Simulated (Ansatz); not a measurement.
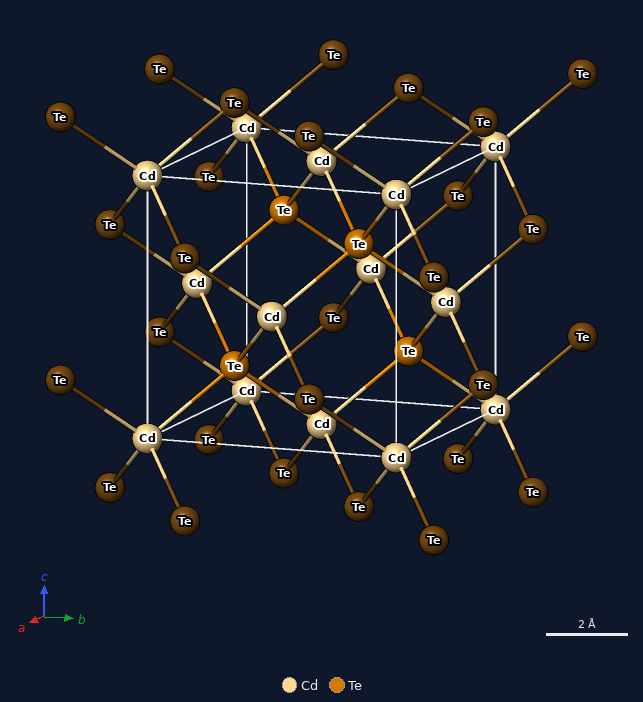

**Figure 1.** The starting structure (ball-and-stick view of the cell 4 times as large as that of the calculation, set on its symmetry axes, seen slightly off an axis; neighbours outside the cell are drawn fainter). An atom can appear more than once, as a periodic image. Near neighbours in the periodic cell (some may lie outside the picture): Cd has 4 Te at 2.87 Å; Te has 4 Cd at 2.87 Å.

Run report: CdTe, geometry relaxation (part 1 of 2)

CdTe (2 atoms in the cell), computed with DFT LDA, scalar-relativistic, plane waves, PAW, no spin polarisation (Ansatz 0.2.0).

The structure derives from an entry of the Crystallography Open Database. It belongs to a series of runs on one base structure; here: relaxed again under DFT LDA, scalar-relativistic, plane waves, PAW.

## Output
```
Engine: ansatz 0.2.0, aarch64-unknown-linux-gnu
Pseudopotentials: kind: paw
Pseudopotential: Cd, paw, valence charge 20, recommended cutoff 420 eV (normal), Cd.paw.azcp
Pseudopotential: Te, paw, valence charge 16, recommended cutoff 420 eV (normal), Te.paw.azcp
Functional definition: SPW92
  exchange = slater_x
  correlation = pw_c
Crystal: 2 atoms, lattice volume = 72.443 Å³
Basis set: ecut = 420 eV, 1411 PW (Γ)
Bands: 22, of which v1, the nominal top of the filled ones, is band 18 counted from 1 (17 counted from 0)
Symmetry: 24 space group operations
Space group: F-43m (ITA 216), of the structure as read, at distance tolerance 4.2e-5 Å
k-points: 47 of 1000 (time reversal used)
Non-local potential: Cd, projectors of the file, l = 0: 3, l = 1: 2, l = 2: 2, l = 3: 1
Non-local potential: Te, projectors of the file, l = 0: 2, l = 1: 2, l = 2: 2, l = 3: 2
PAW form: soft (Blöchl's): semilocal exchange-correlation on the pseudo side does not see the compensation charge
PAW frozen core: Cd, regenerated for the run's functional, and the local potential with it (the file was generated under x = pbe(κ = 0.804, μ = 0.2195149727645171), c = pbe(β = 0.06672455060314922))
PAW frozen core: Te, regenerated for the run's functional, and the local potential with it (the file was generated under x = pbe(κ = 0.804, μ = 0.2195149727645171), c = pbe(β = 0.06672455060314922))
PAW one-centre angular grid: Cd, 590 points (default); XC on 64 Gauss nodes
PAW one-centre angular grid: Te, 590 points (default); XC on 64 Gauss nodes
Initial density: superposition of atomic densities (neutral atoms: chi_scale 0, normalization atom), corrected by the library's trained network
Initial wavefunctions: pseudopotential atomic-orbital guess
Functional: x = slater, c = lda
SCF iter   1: F=—  HF=-14945.740244 eV  |F-HF|=—  |Δ(HF+E_count)|=         —  Δρ=6.50e-3  dr2=2.52e-2  ethr=1.77e-3  ⟨swp⟩=6.2  Hψ=4911  notcnv=0
preconditioner: auto → none  [insulator: Δε(μ)=0.279 eV  Ē_g=10.983 eV  σ=0.020 eV  W_gap=1.00  n_scr=14 (ndim 8)  ℏωp=18.5 eV  f_vac=0.207  D(μ)=0.00/eV (n_scr^D=0)  ε∞_Penn≈3.8]
SCF iter   2: F=—  HF=-14945.731810 eV  |F-HF|=—  |Δ(HF+E_count)|=   8.43e-3  Δρ=2.03e-3  dr2=1.26e-3  ethr=6.99e-5  ⟨swp⟩=3.9  Hψ=2560  notcnv=0
SCF iter   3: F=—  HF=-14945.731722 eV  |F-HF|=—  |Δ(HF+E_count)|=   8.85e-5  Δρ=9.77e-4  dr2=3.01e-4  ethr=3.51e-6  ⟨swp⟩=2.0  Hψ=1269  notcnv=0
SCF iter   4: F=—  HF=-14945.731745 eV  |F-HF|=—  |Δ(HF+E_count)|=   2.32e-5  Δρ=3.24e-4  dr2=9.03e-5  ethr=8.36e-7  ⟨swp⟩=2.0  Hψ=1407  notcnv=0
SCF iter   5: F=—  HF=-14945.731714 eV  |F-HF|=—  |Δ(HF+E_count)|=   3.05e-5  Δρ=2.77e-5  dr2=4.33e-7  ethr=2.51e-7  ⟨swp⟩=2.0  Hψ=1410  notcnv=0
SCF iter   6: F=—  HF=-14945.731714 eV  |F-HF|=—  |Δ(HF+E_count)|=   4.36e-8  Δρ=1.48e-5  dr2=1.02e-7  ethr=2.78e-10  ⟨swp⟩=11.1  Hψ=7963  notcnv=0
SCF iter   7: F=-14945.731714 eV  HF=-14945.731714 eV  |F-HF|=6.73e-9  |Δ(HF+E_count)|=   4.33e-8  Δρ=4.04e-6  dr2=7.59e-9  ethr=2.78e-10  ⟨swp⟩=8.0  Hψ=5925  notcnv=0
SCF 1 converged in 7 iterations: F = -14945.731714 eV  dr2 = 7.59e-9
  greatest PAW one-centre occupation: 1.000 electrons in one spin orbital (limit 2), on the Cd atom at site 0 (counted from 0), in its partial waves of l = 0
relax step   1: F+E_penalty+E_count = -14945.73171418 eV  Δ(F+E_penalty+E_count) = +0.000e0 eV  max|allowed force component| = 8.153e-17 eV/Å  Δτ_max = 0.0000 Å  P = -3.526 GPa  Ω = 72.443 Å³  (7 SCF iters, dr2 threshold 1.00e-7 eV, accepted)
Crystal: 2 atoms, lattice volume = 63.571 Å³
Basis set: ecut = 420 eV, 1243 PW (Γ)
Initial density: handed on by an earlier stage of this run
Initial wavefunctions: those handed on with the density
iter 1 solved again at ethr=1.27e-5 eV; its pass at ethr=3.10e-3 eV (dr2=4.56e-3 eV) is discarded
SCF iter   1: F=—  HF=-14945.803161 eV  |F-HF|=—  |Δ(HF+E_count)|=         —  Δρ=2.98e-3  dr2=5.28e-3  ethr=1.27e-5  ⟨swp⟩=2.0  Hψ=6644  notcnv=0
preconditioner: auto → none  [insulator: Δε(μ)=0.720 eV  Ē_g=11.590 eV  σ=0.020 eV  W_gap=1.00  n_scr=14 (ndim 8)  ℏωp=19.8 eV  f_vac=0.150  D(μ)=0.00/eV (n_scr^D=0)  ε∞_Penn≈3.9]
SCF iter   2: F=—  HF=-14945.801870 eV  |F-HF|=—  |Δ(HF+E_count)|=   1.29e-3  Δρ=1.07e-3  dr2=8.00e-4  ethr=1.27e-5  ⟨swp⟩=2.0  Hψ=1521  notcnv=0
SCF iter   3: F=—  HF=-14945.801748 eV  |F-HF|=—  |Δ(HF+E_count)|=   1.23e-4  Δρ=6.27e-4  dr2=2.31e-4  ethr=2.22e-6  ⟨swp⟩=2.0  Hψ=1512  notcnv=0
SCF iter   4: F=—  HF=-14945.801673 eV  |F-HF|=—  |Δ(HF+E_count)|=   7.45e-5  Δρ=9.20e-5  dr2=2.46e-6  ethr=6.41e-7  ⟨swp⟩=2.0  Hψ=1833  notcnv=0
SCF iter   5: F=—  HF=-14945.801674 eV  |F-HF|=—  |Δ(HF+E_count)|=   8.14e-7  Δρ=1.34e-5  dr2=1.23e-7  ethr=5.56e-10  ⟨swp⟩=11.9  Hψ=8402  notcnv=0
SCF iter   6: F=-14945.801674 eV  HF=-14945.801674 eV  |F-HF|=1.01e-9  |Δ(HF+E_count)|=   2.98e-9  Δρ=2.44e-6  dr2=1.81e-9  ethr=3.42e-10  ⟨swp⟩=6.8  Hψ=6291  notcnv=0
SCF 2 converged in 6 iterations: F = -14945.801674 eV  dr2 = 1.81e-9
relax step   2: F+E_penalty+E_count = -14945.80167394 eV  Δ(F+E_penalty+E_count) = -6.996e-2 eV  max|allowed force component| = 2.313e-17 eV/Å  Δτ_max = 0.0000 Å  P = +1.737 GPa  Ω = 63.571 Å³  energy of the carried Pulay correction = +1.456e-3 eV  (6 SCF iters, dr2 threshold 2.00e-7 eV, accepted)
Crystal: 2 atoms, lattice volume = 66.248 Å³
Basis set: ecut = 420 eV, 1291 PW (Γ)
iter 1 solved again at ethr=1.62e-6 eV; its pass at ethr=3.10e-3 eV (dr2=5.85e-4 eV) is discarded
SCF iter   1: F=—  HF=-14945.812705 eV  |F-HF|=—  |Δ(HF+E_count)|=         —  Δρ=1.05e-3  dr2=6.93e-4  ethr=1.62e-6  ⟨swp⟩=2.0  Hψ=6362  notcnv=0
preconditioner: auto → none  [insulator: Δε(μ)=0.592 eV  Ē_g=11.415 eV  σ=0.020 eV  W_gap=1.00  n_scr=14 (ndim 8)  ℏωp=19.4 eV  f_vac=0.176  D(μ)=0.00/eV (n_scr^D=0)  ε∞_Penn≈3.9]
SCF iter   2: F=—  HF=-14945.812559 eV  |F-HF|=—  |Δ(HF+E_count)|=   1.45e-4  Δρ=3.76e-4  dr2=1.04e-4  ethr=1.62e-6  ⟨swp⟩=2.0  Hψ=1269  notcnv=0
SCF iter   3: F=—  HF=-14945.812517 eV  |F-HF|=—  |Δ(HF+E_count)|=   4.27e-5  Δρ=2.32e-4  dr2=3.31e-5  ethr=2.90e-7  ⟨swp⟩=2.0  Hψ=1457  notcnv=0
SCF iter   4: F=—  HF=-14945.812507 eV  |F-HF|=—  |Δ(HF+E_count)|=   9.71e-6  Δρ=3.01e-5  dr2=3.23e-7  ethr=9.21e-8  ⟨swp⟩=2.0  Hψ=1832  notcnv=0
SCF iter   5: F=-14945.812507 eV  HF=-14945.812507 eV  |F-HF|=9.05e-9  |Δ(HF+E_count)|=   1.18e-8  Δρ=5.59e-6  dr2=2.33e-8  ethr=5.56e-10  ⟨swp⟩=10.0  Hψ=7295  notcnv=0
SCF 3 converged in 5 iterations: F = -14945.812507 eV  dr2 = 2.33e-8
relax step   3: F+E_penalty+E_count = -14945.81250682 eV  Δ(F+E_penalty+E_count) = -1.083e-2 eV  max|allowed force component| = 1.995e-17 eV/Å  Δτ_max = 0.0000 Å  P = -0.305 GPa  Ω = 66.248 Å³  energy of the carried Pulay correction = +9.971e-4 eV  (5 SCF iters, dr2 threshold 2.00e-7 eV, accepted)
Crystal: 2 atoms, lattice volume = 65.834 Å³
iter 1 solved again at ethr=1.10e-7 eV; its pass at ethr=3.10e-3 eV (dr2=3.97e-5 eV) is discarded
SCF iter   1: F=—  HF=-14945.813004 eV  |F-HF|=—  |Δ(HF+E_count)|=         —  Δρ=1.53e-4  dr2=1.44e-5  ethr=1.10e-7  ⟨swp⟩=3.0  Hψ=6159  notcnv=0
preconditioner: auto → none  [insulator: Δε(μ)=0.612 eV  Ē_g=11.437 eV  σ=0.020 eV  W_gap=1.00  n_scr=14 (ndim 8)  ℏωp=19.4 eV  f_vac=0.171  D(μ)=0.00/eV (n_scr^D=0)  ε∞_Penn≈3.9]
SCF iter   2: F=—  HF=-14945.813001 eV  |F-HF|=—  |Δ(HF+E_count)|=   3.56e-6  Δρ=5.36e-5  dr2=2.13e-6  ethr=4.01e-8  ⟨swp⟩=2.0  Hψ=1271  notcnv=0
SCF iter   3: F=—  HF=-14945.813000 eV  |F-HF|=—  |Δ(HF+E_count)|=   3.10e-7  Δρ=3.33e-5  dr2=6.58e-7  ethr=5.92e-9  ⟨swp⟩=2.0  Hψ=1499  notcnv=0
SCF iter   4: F=-14945.813000 eV  HF=-14945.813000 eV  |F-HF|=1.92e-9  |Δ(HF+E_count)|=   2.00e-7  Δρ=4.41e-6  dr2=6.98e-9  ethr=5.56e-10  ⟨swp⟩=7.1  Hψ=7072  notcnv=0
SCF 4 converged in 4 iterations: F = -14945.813000 eV  dr2 = 6.98e-9
relax step   4: F+E_penalty+E_count = -14945.81300002 eV  Δ(F+E_penalty+E_count) = -4.932e-4 eV  max|allowed force component| = 3.123e-17 eV/Å  Δτ_max = 0.0000 Å  P = -0.020 GPa  Ω = 65.834 Å³  energy of the carried Pulay correction = +1.067e-3 eV  (4 SCF iters, dr2 threshold 2.00e-7 eV, accepted)
Initial wavefunctions: pseudopotential atomic-orbital guess (no wavefunctions were taken with the density)
iter 1 solved again at ethr=1.00e-7 eV; its pass at ethr=3.10e-3 eV (dr2=3.61e-5 eV) is discarded
SCF iter   1: F=—  HF=-14945.811919 eV  |F-HF|=—  |Δ(HF+E_count)|=         —  Δρ=1.28e-4  dr2=1.75e-6  ethr=1.00e-7  ⟨swp⟩=3.9  Hψ=7723  notcnv=0
preconditioner: auto → none  [insulator: Δε(μ)=0.612 eV  Ē_g=11.437 eV  σ=0.020 eV  W_gap=1.00  n_scr=14 (ndim 8)  ℏωp=19.4 eV  f_vac=0.172  D(μ)=0.00/eV (n_scr^D=0)  ε∞_Penn≈3.9]
SCF iter   2: F=—  HF=-14945.811915 eV  |F-HF|=—  |Δ(HF+E_count)|=   4.06e-6  Δρ=5.64e-5  dr2=4.78e-7  ethr=4.87e-9  ⟨swp⟩=2.0  Hψ=1748  notcnv=0
SCF iter   3: F=—  HF=-14945.811915 eV  |F-HF|=—  |Δ(HF+E_count)|=   2.15e-8  Δρ=2.15e-5  dr2=1.61e-7  ethr=1.33e-9  ⟨swp⟩=2.0  Hψ=1452  notcnv=0
SCF iter   4: F=—  HF=-14945.811915 eV  |F-HF|=—  |Δ(HF+E_count)|=   5.65e-8  Δρ=3.99e-6  dr2=4.76e-9  ethr=4.47e-10  ⟨swp⟩=2.1  Hψ=1880  notcnv=0
SCF iter   5: F=—  HF=-14945.811915 eV  |F-HF|=—  |Δ(HF+E_count)|=  3.67e-10  Δρ=1.13e-6  dr2=2.50e-10  ethr=1.32e-11  ⟨swp⟩=2.0  Hψ=1405  notcnv=0
SCF iter   6: F=-14945.811915 eV  HF=-14945.811915 eV  |F-HF|=1.82e-12  |Δ(HF+E_count)|=  2.91e-11  Δρ=1.74e-7  dr2=5.34e-12  ethr=1.00e-12  ⟨swp⟩=4.9  Hψ=5136  notcnv=0
SCF 5 converged in 6 iterations: F = -14945.811915 eV  dr2 = 5.34e-12
relax step   5: F+E_penalty+E_count = -14945.81191514 eV  Δ(F+E_penalty+E_count) = +1.085e-3 eV  max|allowed force component| = 4.799e-17 eV/Å  Δτ_max = 0.0000 Å  P = -0.023 GPa  Ω = 65.834 Å³  stress off target by 2.25e-2 GPa  SCF on the basis re-selected at this cell (its energy is not comparable with the rows above)  (6 SCF iters)
```

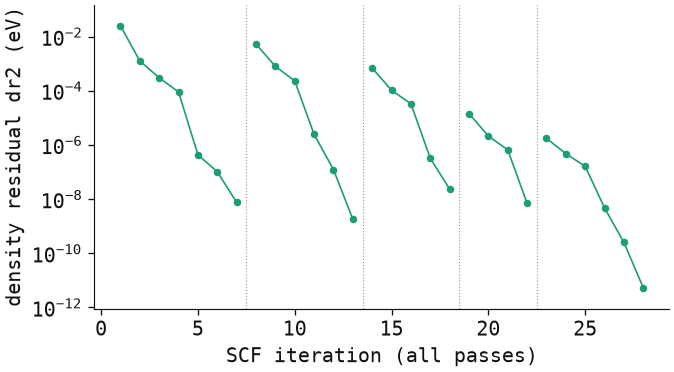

**Figure 2.** Convergence of the self-consistent field: density residual dr2 against the SCF iteration. The dotted lines part the SCF passes of the relaxation: geometry steps, rejected trials and re-solves on a re-selected basis. The 5 passes take 4 to 7 iterations each, 28 in all.

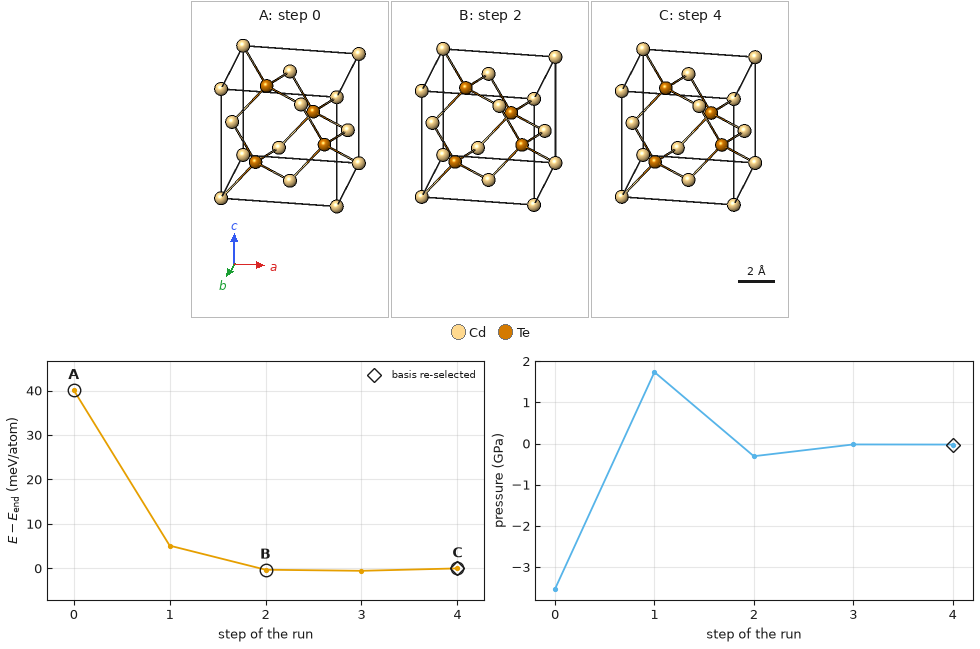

**Figure 3.** Frames of the relaxation (ball-and-stick view of the cell 4 times as large as that of the calculation, set on its symmetry axes, seen at an oblique angle) above the curves, on which the letters mark them (the first geometry is step 0 here and step 1 in the log).
